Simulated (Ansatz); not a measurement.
# MgO: geometry relaxation (part 2 of 2)

Continued. System: MgO (2 atoms in the cell). Method: DFT, r2SCAN, plane waves, PAW, no spin polarisation (Ansatz 0.2.0); cutoff 500 eV, 8×8×8 k-mesh, Fermi–Dirac smearing of 0.02 eV. The structure was built on a prototype by a generator. The geometry comes from this level: PBE.

Geometry of the input (Å; fractional positions):
```
2.6598  0.0000  0.0000
0.0000  2.6598  0.0000
0.0000  0.0000  2.6598
Mg 0.0000  0.0000  0.0000
O  0.5000  0.5000  0.5000
```

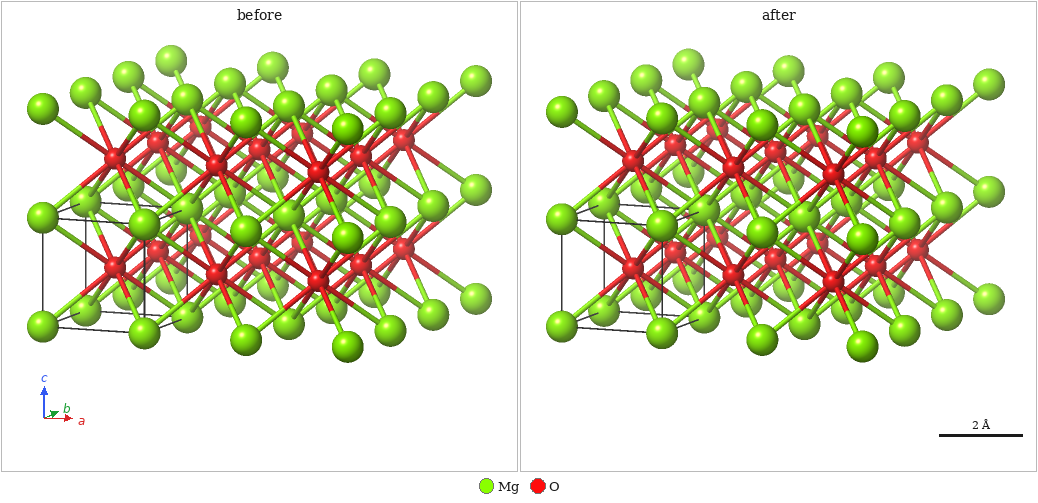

*Before (left) and after (right) the relaxation, at one scale (ball-and-stick view of the cell of the calculation, repeated 3 × 3 × 2, seen slightly off an axis).*

The atoms keep their places relative to the cell (all moves are under 0.005 Å). The drawn cell changes as follows: a = b = c 2.660 → 2.623 Å (−1.4 %); the volume changes by −4.1 %. Among the contacts that change: Mg1–O2 2.303 → 2.272 Å. The space group stays Pm-3m (No. 221). The energy falls by 7.6 meV per atom in 3 geometry steps. All forces vanish by symmetry, so only the cell relaxes. Pressure: −6.01 GPa at the start and 0.01 GPa at the end. A last SCF at the same geometry on a re-selected plane-wave basis shifts the energy by +0.2 meV per atom. (Atoms are counted from 1 in the order of the input.)

```
basis re-selected at this cell: Δ(F+E_penalty+E_count) = +3.480e-4 eV, ΔP = +0.020 GPa vs the last step (what re-selecting the basis moved, of the pressure what is left beyond the Pulay correction that the steps carried, after the strain that the cell walked since its last selection, with what the two solves' SCF thresholds leave and, on support functions, any second-order correction that the steps lacked; it is no measure of the basis error at this ecutwfc). This SCF's stress stands 9.46e-3 GPa from its target on what of the cell is left free (relax.cell.stress_tol is 5.00e-2 GPa) and its largest allowed force component is 1.20e-30 eV/Å (relax.f_tol is 5.00e-3 eV/Å): within both
SCF converged after 5 iterations
Free energy (F): -2496.713871 eV
Harris-Foulkes:  -2496.713871 eV  (|F-HF|=1.59e-11)
Internal energy: -2496.713871 eV  (E = F + TS)
E sigma→0 (E₀):  -2496.713871 eV
Fermi energy:    11.687563 eV
--- Per-component energies (eV) ---
  E_band       = -306.000560
  E_kinetic    = 256.165296
  E_local      = -1540.684077  (includes V_loc(G=0)·N_el)
  E_nonlocal   = 142.595571
  E_hartree    = 527.659367
  E_xc         = -103.053295
  E_vxc        = -148.828066  (∫ρ·V_xc dr)
  E_paw        = -456.195349  (= ΣΔE_a)
  E_vpaw       = -80.231520  (= ΣTr[D̂ρ^β])
  E_aug_tail   = 0.000897  (compensation charges beyond the density's cutoff)
  E_vtau       = 9.662580  (kinetic-family band-sum trace: ∫τ·v_τ [+ j·A + Jᵃ·Aᵃ] dr)
  E_ewald      = -1323.144133
  E_core_change = -0.058149  (= ΣΔE_core)
  E_smearing   = -0.000000  (= −TS)
  E_closure    = 0.000000  (closes the sum)
  Σ components = -2496.713871   (vs F -2496.713871, Δ=0.00e0)
--- Forces (eV/Å), atoms counted from 1 ---
  atom   1  Mg     0.00000000     0.00000000     0.00000000
  atom   2  O     -0.00000000    -0.00000000    -0.00000000
  max |Σ_I F_I| component: 2.33e-30 eV/Å
--- Stress (GPa, compression-positive) ---
        0.009455      -0.000000      -0.000000
       -0.000000       0.009455       0.000000
        0.000000       0.000000       0.009455
  P = ⅓ Tr σ = 0.0095 GPa (0.095 kbar)
--- Band table (eV; the first three rows and the last of 35) ---
  k-point 0: bands = ["-67.6321", "-32.6777", "-32.6777", "-32.6777", "-9.6512", "8.8763", "8.8763", "8.8763", "13.4218", "21.3931", "21.3931", "31.8687"]
  k-point 1: bands = ["-67.6303", "-32.6972", "-32.6759", "-32.6759", "-9.4937", "7.6908", "8.9412", "8.9412", "14.2704", "21.7293", "21.7372", "31.5439"]
  k-point 2: bands = ["-67.6258", "-32.7441", "-32.6716", "-32.6716", "-9.0834", "5.6284", "9.1023", "9.1023", "15.7094", "21.9579", "22.7270", "30.6426"]
  k-point 34: bands = ["-67.5956", "-32.7696", "-32.7696", "-32.7696", "-6.6846", "6.1465", "6.1465", "6.1465", "18.4007", "18.4007", "18.4007", "27.9129"]
--- Relaxed structure (4 steps of the walk, 4 accepted, 1 SCFs on fresh bases) ---
  F+E_penalty+E_count = -2496.71387111 eV   max|allowed force component| = 1.200e-30 eV/Å   (the final SCF, on the basis selected at the relaxed cell)
  cell:  # Å, volume = 18.0538 Å³
    - [2.623349055508787, 1.925929944387236e-34, -1.2839532962581572e-34]
    - [1.925929944387236e-34, 2.623349055508787, 3.209883240645393e-35]
    - [-1.2839532962581572e-34, 3.209883240645393e-35, 2.623349055508787]
  atoms:
    - { symbol: Mg, position: [3.1212482395005978e-47, -2.743954496264261e-48, -5.6568935151219504e-37] }
    - { symbol: O, position: [0.5, 0.5, 0.5] }
```

File rho_z.tsv
```
# z_ang	rho[e/angstrom^3]
# format = ansatz-planar-average/11
# lattice	2.623349056	0.000000000	-0.000000000
# lattice	0.000000000	2.623349056	0.000000000
# lattice	-0.000000000	0.000000000	2.623349056
# sites	2
# site	12	0.000000000	-0.000000000	-0.000000000
# site	8	1.311674528	1.311674528	1.311674528
0.000000	1.939747e0
0.131167	1.714233e0
0.262335	1.190455e0
0.393502	6.841775e-1
0.524670	4.091153e-1
0.655837	3.692438e-1
0.787005	4.740545e-1
0.918172	6.554872e-1
1.049340	8.557939e-1
1.180507	1.008062e0
1.311675	1.063823e0
1.442842	1.008062e0
1.574009	8.557939e-1
1.705177	6.554872e-1
1.836344	4.740545e-1
1.967512	3.692438e-1
2.098679	4.091153e-1
2.229847	6.841775e-1
2.361014	1.190455e0
2.492182	1.714233e0
```

File v_z.tsv
```
# z_ang	v_es[eV]	v_tot[eV]
# format = ansatz-planar-average/11
# xc	r2scan
# density_cutoff_ev	2000
# datasets	Mg=:simpson_from_first_knot:soft:shift=0	O=:simpson_from_first_knot:soft:shift=0
# lattice	2.623349056	0.000000000	-0.000000000
# lattice	0.000000000	2.623349056	0.000000000
# lattice	-0.000000000	0.000000000	2.623349056
# sites	2
# site	12	0.000000000	-0.000000000	-0.000000000
# site	8	1.311674528	1.311674528	1.311674528
0.000000	-4.405356e0	-1.411220e1
0.131167	-3.580164e0	-1.331873e1
0.262335	-1.285150e0	-1.111276e1
0.393502	1.800177e0	-8.297626e0
0.524670	4.921999e0	-5.504358e0
0.655837	6.823545e0	-4.103213e0
0.787005	6.846106e0	-4.919747e0
0.918172	6.053621e0	-6.613703e0
1.049340	5.116252e0	-8.197288e0
1.180507	4.338177e0	-9.306843e0
1.311675	4.033309e0	-9.744079e0
1.442842	4.338177e0	-9.306843e0
1.574009	5.116252e0	-8.197288e0
1.705177	6.053621e0	-6.613703e0
1.836344	6.846106e0	-4.919747e0
1.967512	6.823545e0	-4.103213e0
2.098679	4.921999e0	-5.504358e0
2.229847	1.800177e0	-8.297626e0
2.361014	-1.285150e0	-1.111276e1
2.492182	-3.580164e0	-1.331873e1
```

Trajectory as extended XYZ (Å, eV, eV/Å), 5 frames, from step=1 to step=5
```
2
Lattice="2.6598 0.0000 0.0000 0.0000 2.6598 0.0000 0.0000 0.0000 2.6598" Properties=species:S:1:pos:R:3:forces:R:3 step=1 energy=-2496.69906 pressure_GPa=-6.01
Mg    0.0000    0.0000    0.0000    0.0000   0.0000   0.0000
O     1.3299    1.3299    1.3299    0.0000   0.0000   0.0000
2
Lattice="2.6422 0.0000 0.0000 0.0000 2.6422 0.0000 0.0000 0.0000 2.6422" Properties=species:S:1:pos:R:3:forces:R:3 step=2 energy=-2496.70999 pressure_GPa=-3.26
Mg    0.0000    0.0000    0.0000    0.0000   0.0000   0.0000
O     1.3211    1.3211    1.3211    0.0000   0.0000   0.0000
2
Lattice="2.6220 0.0000 0.0000 0.0000 2.6220 0.0000 0.0000 0.0000 2.6220" Properties=species:S:1:pos:R:3:forces:R:3 step=3 energy=-2496.71421 pressure_GPa=0.23
Mg    0.0000    0.0000    0.0000    0.0000   0.0000   0.0000
O     1.3110    1.3110    1.3110    0.0000   0.0000   0.0000
2
Lattice="2.6233 0.0000 0.0000 0.0000 2.6233 0.0000 0.0000 0.0000 2.6233" Properties=species:S:1:pos:R:3:forces:R:3 step=4 energy=-2496.71422 pressure_GPa=-0.01
Mg    0.0000    0.0000    0.0000    0.0000   0.0000   0.0000
O     1.3117    1.3117    1.3117    0.0000   0.0000   0.0000
2
Lattice="2.6233 0.0000 0.0000 0.0000 2.6233 0.0000 0.0000 0.0000 2.6233" Properties=species:S:1:pos:R:3:forces:R:3 step=5 energy=-2496.71387 pressure_GPa=0.01
Mg    0.0000    0.0000    0.0000    0.0000   0.0000   0.0000
O     1.3117    1.3117    1.3117    0.0000   0.0000   0.0000
```

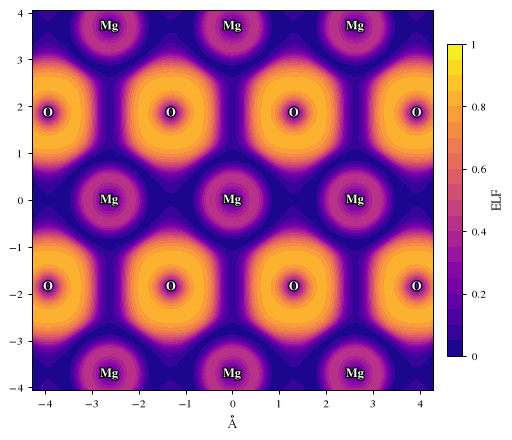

*Electron localisation function on the (011̄) plane of the conventional cell.*

Atoms in the plane: Mg and O. Mg–O (2.27 Å): the ELF is about 0.35 at the midpoint, as expected for ionic bonding with no shared pair. Core electrons are frozen (PAW), so the fields are smoothed inside the atomic spheres.

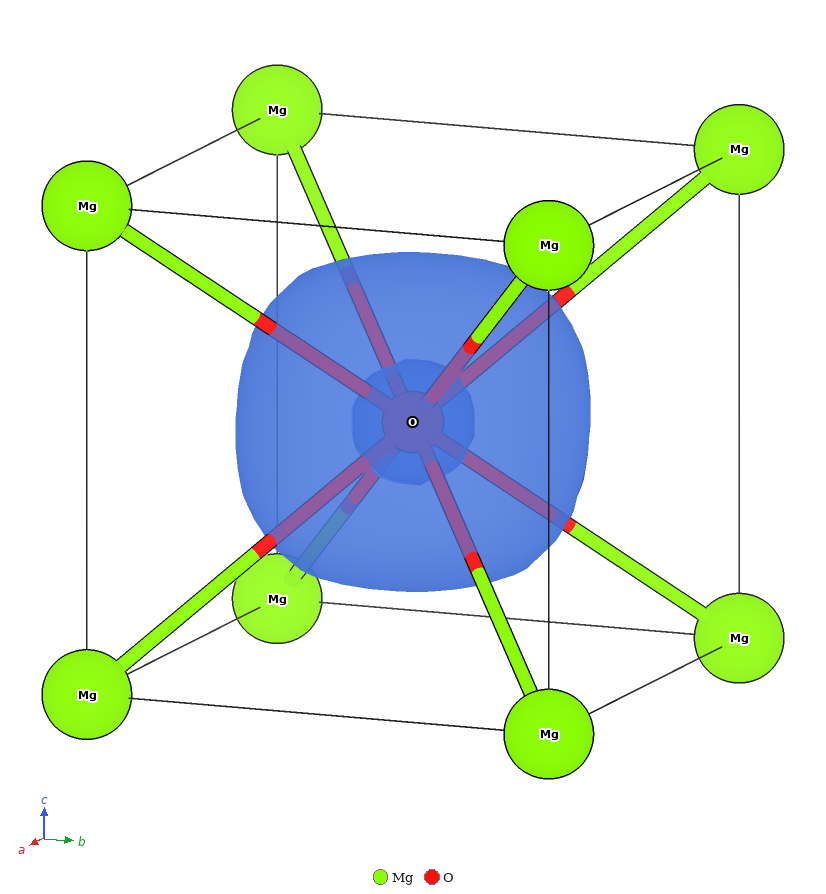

*Isosurface of the ELF at 0.65 (blue), seen slightly off an axis. Core shells and regions of very low density are left out. Sticks mark near contacts. The outline is the cell set on symmetry axes.*

Values along the shortest contacts:
